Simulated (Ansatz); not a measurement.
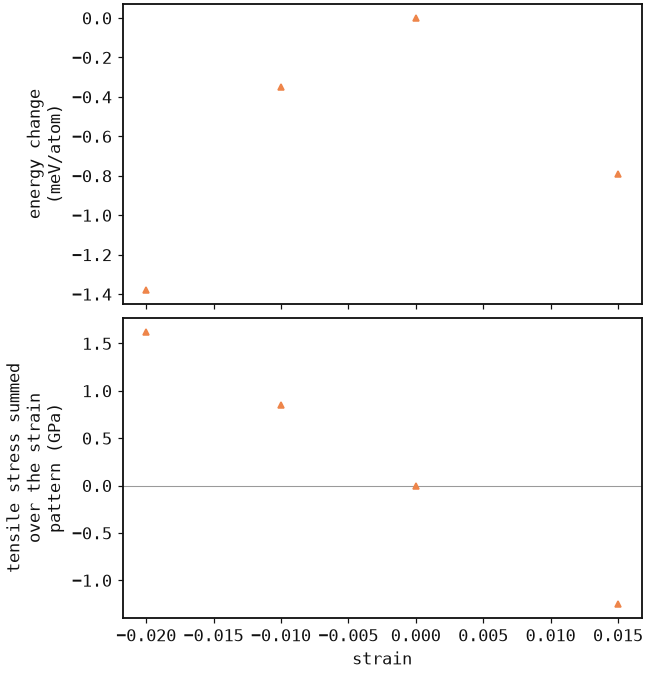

The plot gives the computed energy change and tensile stress summed over the strain pattern against strain for Cr, space group Fm-3m (No. 225).

Structure:
```yaml
crystal:
  lattice:
    - [0.00000, 1.84000, 1.84000]
    - [1.84000, 0.00000, 1.84000]
    - [1.84000, 1.84000, 0.00000]
  atoms:
    - { symbol: Cr, position: [0.00000, 0.00000, 0.00000] }
```

How it was computed, with Ansatz 0.2.0: homogeneous strain of a crystal along one Voigt pattern with engineering shear, fractional coordinates fixed, by plane-wave density functional theory with PAW datasets, free energies less that of the undisturbed cell; scalar-relativistic. Level: PBE, no spin polarisation.

wave cutoff 420 eV; k mesh 22×22×22; occupations Gaussian; smearing width 0.15 eV; k shift (0, 0, 0) (mesh steps); start as given; strain pattern (0, 0, 0, 0, 0, 1) (xx yy zz yz xz xy with engineering shear).

Question: Is the given structure stable along this path?

Answer: No: the energy falls on both sides, so the starting structure is a maximum along this path and is unstable to this distortion.

Question: At which strain is the energy change least?

Answer: The lowest computed point is at strain −0.020 (−1.38 meV/atom), at the edge of the range, so the minimum may lie beyond it.

Question: What does the tensile stress summed over the strain pattern do across the range?

Answer: It falls from 1.621 GPa at strain −0.020 to −1.252 GPa at 0.015, and changes sign near 0.000.

Note: no spin polarisation, a magnetic state may lie lower; reference crystal is not relaxed.
